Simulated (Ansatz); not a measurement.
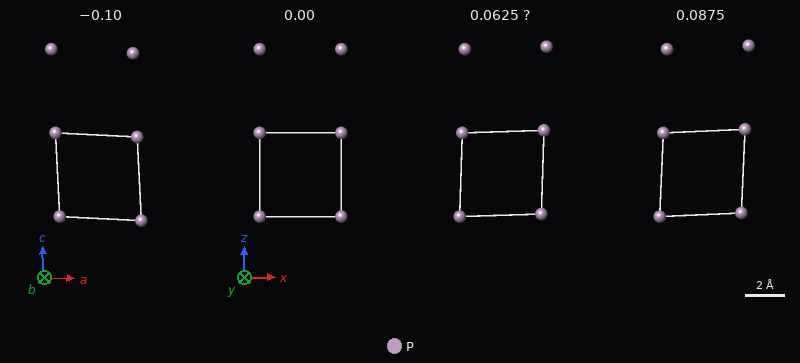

A scan of solid P (P4/mmm): the cell is strained in shear in the xz plane, with the atoms kept at their fractional coordinates. x, y and z are the Cartesian axes of the input. The picture is a ball-and-stick view of the cell of the calculation, repeated 1 × 2 × 2 with one cell outlined, seen along the b axis.

Computed with DFT PBEsol+D3(BJ), scalar-relativistic, plane waves, PAW in Ansatz. Settings: plane-wave cutoff 420 eV; k-point mesh 12 × 12 × 12; occupations gaussian; smearing width 0.15 eV; no spin polarisation. Energies (free energies at the smearing named) are counted from the cell as listed in its source, which wasn't relaxed.

```json
{"engineering shear strain": "−0.1000", "ΔE (meV/atom)": "4.35"}
{"engineering shear strain": "−0.0500", "ΔE (meV/atom)": "1.11"}
{"engineering shear strain": "0.0000", "ΔE (meV/atom)": "0.00"}
{"engineering shear strain": "0.0125", "ΔE (meV/atom)": "0.07"}
{"engineering shear strain": "0.0250", "ΔE (meV/atom)": "0.28"}
{"engineering shear strain": "0.0375", "ΔE (meV/atom)": "0.63"}
{"engineering shear strain": "0.0625", "ΔE (meV/atom)": "?"}
{"engineering shear strain": "0.0750", "ΔE (meV/atom)": "2.48"}
{"engineering shear strain": "0.0875", "ΔE (meV/atom)": "3.35"}
```

> Fill in the missing row.

A straight line between the two neighbours gives 1.86 meV/atom. A cubic through the four nearest rows (0.0250, 0.0375, 0.0750, 0.0875) gives, with Lagrange weights, (−0.2000)(0.28) + (0.5000)(0.63) + (1.0000)(2.48) + (−0.3000)(3.35) = 1.73 meV/atom. The calculation gives 1.73 meV/atom, so the cubic is right to the digits shown and the straight line 0.13 meV/atom too high, as the curve bends upwards here.

The whole profile:

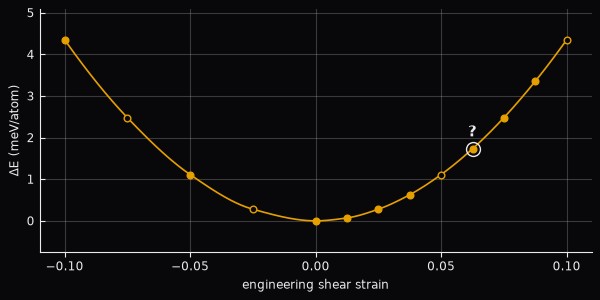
